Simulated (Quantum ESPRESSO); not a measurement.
## Relaxation of cell and atoms of Fe (part 3 of 3)

Fe (P6₃/mmc, 2 atoms in the cell); Kohn-Sham DFT of a periodic cell, PBEsol, PseudoDojo 0.4.1 SR PBEsol standard, spin-polarised (Quantum ESPRESSO 7.5); cutoff 1224.51 eV, 12×12×7 k-mesh, fermi-dirac of 0.05 eV, collinear spins. The structure derives from a Materials Project entry.

Geometry of the input (Å; fractional positions):
```
2.4342  0.0000  0.0000
-1.2171  2.1080  0.0000
0.0000  0.0000  3.8419
Fe 0.6667  0.3333  0.7500
Fe 0.3333  0.6667  0.2500
```

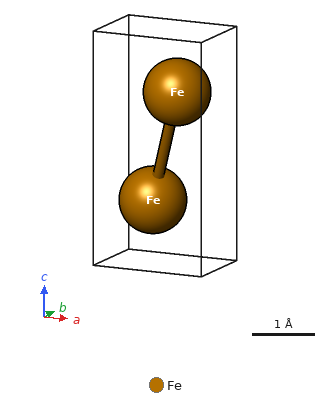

Figure 1. The input geometry (ball-and-stick view of the cell of the calculation, seen slightly off an axis).

## Log, continued
```
     Final scf calculation at the relaxed structure.
     The G-vectors are recalculated for the final unit cell
     Results may differ from those at the preceding step.

     G-vector sticks info
     --------------------
     sticks:   dense  smooth     PW     G-vecs:    dense   smooth      PW
     Sum         511     511    163                15205    15205    2599

     Using Slab Decomposition

     bravais-lattice index     =            0
     lattice parameter (alat)  =       8.0000  a.u.
     unit-cell volume          =     132.1802 (a.u.)^3
     number of atoms/cell      =            2
     number of atomic types    =            1
     number of electrons       =        32.00
     number of Kohn-Sham states=           27
     kinetic-energy cutoff     =      90.0000  Ry
     charge density cutoff     =     360.0000  Ry
     scf convergence threshold =      4.0E-12
     mixing beta               =       0.3000
     number of iterations used =            8  plain     mixing
     press convergence thresh. =      3.0E-01
     Exchange-correlation= PBESOL
                           (   1   4  10   8   0   0   0)

     celldm(1)=   8.000000  celldm(2)=   0.000000  celldm(3)=   0.000000
     celldm(4)=   0.000000  celldm(5)=   0.000000  celldm(6)=   0.000000

     crystal axes: (cart. coord. in units of alat)
               a(1) = (   0.573107  -0.000000   0.000000 )
               a(2) = (  -0.286553   0.496325   0.000000 )
               a(3) = (   0.000000   0.000000   0.907600 )

     reciprocal axes: (cart. coord. in units 2 pi/alat)
               b(1) = (  1.744876  1.007404 -0.000000 )
               b(2) = (  0.000000  2.014809 -0.000000 )
               b(3) = ( -0.000000 -0.000000  1.101806 )

     PseudoPot. # 1 for Fe read from file:
     Fe.upf
     Pseudo is Norm-conserving + core correction, Zval = 16.0
     Generated using ONCVPSP code by D. R. Hamann
     Using radial grid of 1426 points,  6 beta functions with:
                l(1) =   0
                l(2) =   0
                l(3) =   1
                l(4) =   1
                l(5) =   2
                l(6) =   2

     atomic species   valence    mass     pseudopotential
     Fe               16.00    55.84500     Fe( 1.00)

     Starting magnetic structure
     atomic species   magnetization
     Fe             -0.000

     24 Sym. Ops., with inversion, found (12 have fractional translation)

   Cartesian axes

     site n.     atom                  positions (alat units)
         1        Fe     tau(   1) = (   0.2865534   0.1654417   0.6807003  )
         2        Fe     tau(   2) = (  -0.0000000   0.3308833   0.2269001  )

     number of k points=    76  Fermi-Dirac smearing, width (Ry)=  0.0037
                       cart. coord. in units 2pi/alat
        k(    1) = (   0.0000000   0.0000000   0.0000000), wk =   0.0009921
        k(    2) = (  -0.0000000  -0.0000000   0.1574009), wk =   0.0019841
        k(    3) = (  -0.0000000  -0.0000000   0.3148019), wk =   0.0019841
        k(    4) = (  -0.0000000  -0.0000000   0.4722028), wk =   0.0019841
        k(    5) = (   0.0000000   0.1679007  -0.0000000), wk =   0.0059524
        k(    6) = (   0.0000000   0.1679007   0.1574009), wk =   0.0119048
        k(    7) = (   0.0000000   0.1679007   0.3148019), wk =   0.0119048
        k(    8) = (   0.0000000   0.1679007   0.4722028), wk =   0.0119048
        k(    9) = (   0.0000000   0.3358015  -0.0000000), wk =   0.0059524
        k(   10) = (   0.0000000   0.3358015   0.1574009), wk =   0.0119048
        k(   11) = (   0.0000000   0.3358015   0.3148019), wk =   0.0119048
        k(   12) = (   0.0000000   0.3358015   0.4722028), wk =   0.0119048
        k(   13) = (   0.0000000   0.5037022  -0.0000000), wk =   0.0059524
        k(   14) = (   0.0000000   0.5037022   0.1574009), wk =   0.0119048
        k(   15) = (   0.0000000   0.5037022   0.3148019), wk =   0.0119048
        k(   16) = (   0.0000000   0.5037022   0.4722028), wk =   0.0119048
        k(   17) = (   0.0000000   0.6716030  -0.0000000), wk =   0.0059524
        k(   18) = (   0.0000000   0.6716030   0.1574009), wk =   0.0119048
        k(   19) = (   0.0000000   0.6716030   0.3148019), wk =   0.0119048
        k(   20) = (   0.0000000   0.6716030   0.4722028), wk =   0.0119048
        k(   21) = (   0.0000000   0.8395037  -0.0000000), wk =   0.0059524
        k(   22) = (   0.0000000   0.8395037   0.1574009), wk =   0.0119048
        k(   23) = (   0.0000000   0.8395037   0.3148019), wk =   0.0119048
        k(   24) = (   0.0000000   0.8395037   0.4722028), wk =   0.0119048
        k(   25) = (  -0.0000000  -1.0074045   0.0000000), wk =   0.0029762
        k(   26) = (  -0.0000000  -1.0074045   0.1574009), wk =   0.0059524
        k(   27) = (  -0.0000000  -1.0074045   0.3148019), wk =   0.0059524
        k(   28) = (  -0.0000000  -1.0074045   0.4722028), wk =   0.0059524
        k(   29) = (   0.1454063   0.2518511  -0.0000000), wk =   0.0059524
        k(   30) = (   0.1454063   0.2518511   0.1574009), wk =   0.0119048
        k(   31) = (   0.1454063   0.2518511   0.3148019), wk =   0.0119048
        k(   32) = (   0.1454063   0.2518511   0.4722028), wk =   0.0119048
        k(   33) = (   0.1454063   0.4197519  -0.0000000), wk =   0.0119048
        k(   34) = (   0.1454063   0.4197519   0.1574009), wk =   0.0238095
        k(   35) = (   0.1454063   0.4197519   0.3148019), wk =   0.0238095
        k(   36) = (   0.1454063   0.4197519   0.4722028), wk =   0.0238095
        k(   37) = (   0.1454063   0.5876526  -0.0000000), wk =   0.0119048
        k(   38) = (   0.1454063   0.5876526   0.1574009), wk =   0.0238095
        k(   39) = (   0.1454063   0.5876526   0.3148019), wk =   0.0238095
        k(   40) = (   0.1454063   0.5876526   0.4722028), wk =   0.0238095
        k(   41) = (   0.1454063   0.7555534  -0.0000000), wk =   0.0119048
        k(   42) = (   0.1454063   0.7555534   0.1574009), wk =   0.0238095
        k(   43) = (   0.1454063   0.7555534   0.3148019), wk =   0.0238095
        k(   44) = (   0.1454063   0.7555534   0.4722028), wk =   0.0238095
        k(   45) = (   0.1454063   0.9234541  -0.0000000), wk =   0.0119048
        k(   46) = (   0.1454063   0.9234541   0.1574009), wk =   0.0238095
        k(   47) = (   0.1454063   0.9234541   0.3148019), wk =   0.0238095
        k(   48) = (   0.1454063   0.9234541   0.4722028), wk =   0.0238095
        k(   49) = (   0.2908126   0.5037022  -0.0000000), wk =   0.0059524
        k(   50) = (   0.2908126   0.5037022   0.1574009), wk =   0.0119048
        k(   51) = (   0.2908126   0.5037022   0.3148019), wk =   0.0119048
        k(   52) = (   0.2908126   0.5037022   0.4722028), wk =   0.0119048
        k(   53) = (   0.2908126   0.6716030  -0.0000000), wk =   0.0119048
        k(   54) = (   0.2908126   0.6716030   0.1574009), wk =   0.0238095
        k(   55) = (   0.2908126   0.6716030   0.3148019), wk =   0.0238095
        k(   56) = (   0.2908126   0.6716030   0.4722028), wk =   0.0238095
        k(   57) = (   0.2908126   0.8395037  -0.0000000), wk =   0.0119048
        k(   58) = (   0.2908126   0.8395037   0.1574009), wk =   0.0238095
        k(   59) = (   0.2908126   0.8395037   0.3148019), wk =   0.0238095
        k(   60) = (   0.2908126   0.8395037   0.4722028), wk =   0.0238095
        k(   61) = (   0.2908126   1.0074045  -0.0000000), wk =   0.0059524
        k(   62) = (   0.2908126   1.0074045   0.1574009), wk =   0.0119048
        k(   63) = (   0.2908126   1.0074045   0.3148019), wk =   0.0119048
        k(   64) = (   0.2908126   1.0074045   0.4722028), wk =   0.0119048
        k(   65) = (   0.4362189   0.7555534  -0.0000000), wk =   0.0059524
        k(   66) = (   0.4362189   0.7555534   0.1574009), wk =   0.0119048
        k(   67) = (   0.4362189   0.7555534   0.3148019), wk =   0.0119048
        k(   68) = (   0.4362189   0.7555534   0.4722028), wk =   0.0119048
        k(   69) = (   0.4362189   0.9234541  -0.0000000), wk =   0.0119048
        k(   70) = (   0.4362189   0.9234541   0.1574009), wk =   0.0238095
        k(   71) = (   0.4362189   0.9234541   0.3148019), wk =   0.0238095
        k(   72) = (   0.4362189   0.9234541   0.4722028), wk =   0.0238095
        k(   73) = (   0.5816253   1.0074045  -0.0000000), wk =   0.0019841
        k(   74) = (   0.5816253   1.0074045   0.1574009), wk =   0.0039683
        k(   75) = (   0.5816253   1.0074045   0.3148019), wk =   0.0039683
        k(   76) = (   0.5816253   1.0074045   0.4722028), wk =   0.0039683

     Dense  grid:    15205 G-vectors     FFT dimensions: (  27,  27,  48)

     Generating pointlists ...

     Initial potential from superposition of free atoms

     starting charge      31.9993, renormalised to      32.0000
     Starting wfcs are   20 randomized atomic wfcs +    7 random wfcs

     Self-consistent Calculation

     iteration #  1     ecut=    90.00 Ry     beta= 0.30
     Davidson diagonalization with overlap
     ethr =  1.00E-06,  avg # of iterations = 10.9

     total energy              =    -500.84728840 Ry
     estimated scf accuracy    <       0.12177680 Ry

     total magnetization       =    -0.00 Bohr mag/cell
     absolute magnetization    =     0.00 Bohr mag/cell

     iteration #  2     ecut=    90.00 Ry     beta= 0.30
     Davidson diagonalization with overlap
     ethr =  3.81E-04,  avg # of iterations =  1.8

     total energy              =    -500.86715776 Ry
     estimated scf accuracy    <       0.00101856 Ry

     total magnetization       =    -0.00 Bohr mag/cell
     absolute magnetization    =     0.00 Bohr mag/cell

     iteration #  3     ecut=    90.00 Ry     beta= 0.30
     Davidson diagonalization with overlap
     ethr =  3.18E-06,  avg # of iterations =  2.3

     total energy              =    -500.86738779 Ry
     estimated scf accuracy    <       0.00040557 Ry

     total magnetization       =    -0.00 Bohr mag/cell
     absolute magnetization    =     0.00 Bohr mag/cell

     iteration #  4     ecut=    90.00 Ry     beta= 0.30
     Davidson diagonalization with overlap
     ethr =  1.27E-06,  avg # of iterations =  1.1

     total energy              =    -500.86740598 Ry
     estimated scf accuracy    <       0.00004011 Ry

     total magnetization       =    -0.00 Bohr mag/cell
     absolute magnetization    =     0.00 Bohr mag/cell

     iteration #  5     ecut=    90.00 Ry     beta= 0.30
     Davidson diagonalization with overlap
     ethr =  1.25E-07,  avg # of iterations =  1.4

     total energy              =    -500.86741263 Ry
     estimated scf accuracy    <       0.00000135 Ry

     total magnetization       =    -0.00 Bohr mag/cell
     absolute magnetization    =     0.00 Bohr mag/cell

     iteration #  6     ecut=    90.00 Ry     beta= 0.30
     Davidson diagonalization with overlap
     ethr =  4.21E-09,  avg # of iterations =  1.4

     total energy              =    -500.86741274 Ry
     estimated scf accuracy    <       0.00000009 Ry

     total magnetization       =    -0.00 Bohr mag/cell
     absolute magnetization    =     0.00 Bohr mag/cell

     iteration #  7     ecut=    90.00 Ry     beta= 0.30
     Davidson diagonalization with overlap
     ethr =  2.68E-10,  avg # of iterations =  1.6

     total energy              =    -500.86741274 Ry
     estimated scf accuracy    <          2.1E-09 Ry

     total magnetization       =    -0.00 Bohr mag/cell
     absolute magnetization    =     0.00 Bohr mag/cell

     iteration #  8     ecut=    90.00 Ry     beta= 0.30
     Davidson diagonalization with overlap
     ethr =  6.63E-12,  avg # of iterations =  2.0

     total energy              =    -500.86741274 Ry
     estimated scf accuracy    <          2.3E-10 Ry

     total magnetization       =    -0.00 Bohr mag/cell
     absolute magnetization    =     0.00 Bohr mag/cell

     iteration #  9     ecut=    90.00 Ry     beta= 0.30
     Davidson diagonalization with overlap
     ethr =  7.33E-13,  avg # of iterations =  1.2

     total energy              =    -500.86741274 Ry
     estimated scf accuracy    <          7.9E-12 Ry

     total magnetization       =    -0.00 Bohr mag/cell
     absolute magnetization    =     0.00 Bohr mag/cell

     iteration # 10     ecut=    90.00 Ry     beta= 0.30
     Davidson diagonalization with overlap
     ethr =  1.00E-13,  avg # of iterations =  1.0

     Magnetic moment per site  (integrated on atomic sphere of radius R)
     atom   1 (R=0.232)  charge= 14.3828  magn= -0.0000
     atom   2 (R=0.232)  charge= 14.3828  magn= -0.0000

     End of self-consistent calculation

     Number of k-points >= 100: set verbosity='high' to print the bands.

     the Fermi energy is    22.0195 ev

!    total energy              =    -500.86741274 Ry
     estimated scf accuracy    <          2.1E-13 Ry
     smearing contrib. (-TS)   =      -0.00141805 Ry
     internal energy E=F+TS    =    -500.86599469 Ry

     The total energy is F=E-TS. E is the sum of the following terms:
     one-electron contribution =    -176.61593800 Ry
     hartree contribution      =     111.83216497 Ry
     xc contribution           =     -70.38729659 Ry
     ewald contribution        =    -365.69492507 Ry

     total magnetization       =    -0.00 Bohr mag/cell
     absolute magnetization    =     0.00 Bohr mag/cell

     convergence has been achieved in  10 iterations

     Forces acting on atoms (cartesian axes, Ry/au):

     atom    1 type  1   force =    -0.00000000   -0.00000000    0.00000000
     atom    2 type  1   force =     0.00000000    0.00000000   -0.00000000

     Total force =     0.000000     Total SCF correction =     0.000000

     Computing stress (Cartesian axis) and pressure

          total   stress  (Ry/bohr**3)                   (kbar)     P=       -0.31
  -0.00000269  -0.00000000   0.00000000           -0.40       -0.00        0.00
  -0.00000000  -0.00000269   0.00000000           -0.00       -0.40        0.00
   0.00000000   0.00000000  -0.00000089            0.00        0.00       -0.13

=------------------------------------------------------------------------------=
   JOB DONE.
=------------------------------------------------------------------------------=
```

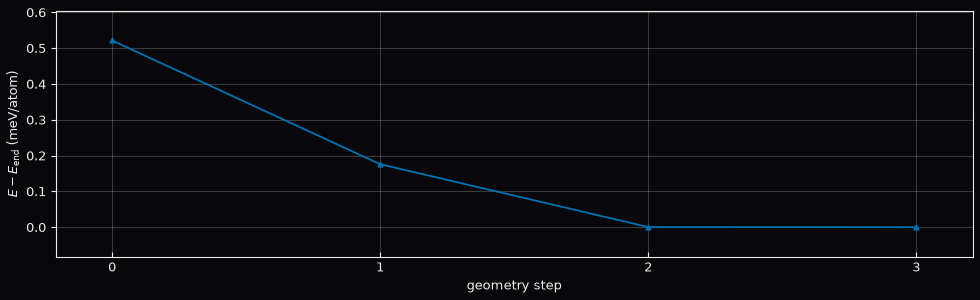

Figure 2. Progress of the relaxation, step by step (steps are counted from 0). The energy falls by 0.5 meV per atom in 3 geometry steps. All forces vanish by symmetry, so only the cell relaxes. The atoms keep their places relative to the cell (all moves are under 0.005 Å). Cell: a = b 2.434 → 2.426 Å (−0.3 %), c stays at 3.842 Å. Volume −0.6 %. Among the contacts that change: Fe1–Fe1 2.434 → 2.426 Å. The space group stays P6_3/mmc (No. 194). (Atoms are counted from 1 in the order of the input.)

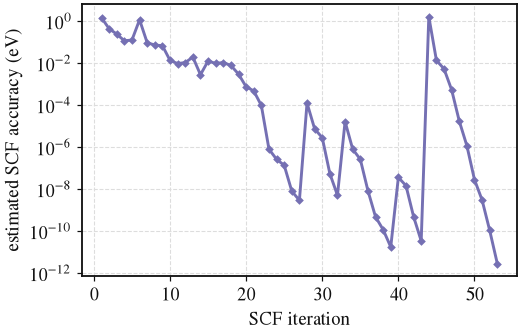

Figure 3. Convergence of the self-consistent field: estimated SCF accuracy against the iteration. The field takes 53 iterations in all.

## Results in brief

| quantity | value |
| --- | --- |
| outcome | converged |
| space group (tolerance 0.01 Å) | P6₃/mmc (194) |
| electrons treated | 32 |
| free energy | −6814.6483 eV |
| Fermi energy | 22.019 eV |
| gap on the k-point mesh | none (metallic) |
| net moment of the cell | 0.00 μB |
| integrated absolute moment | 0.00 μB |
| pressure | −0.03 GPa |
| final volume | 19.59 Å³ |
| largest force (length of the vector) at the end | under 0.001 eV/Å |
| final cell | a = 2.426 Å, b = 2.426 Å, c = 3.842 Å, α = 90.00°, β = 90.00°, γ = 120.00° |
| wall time | 8.5 min |
| peak memory | 0.16 GiB |
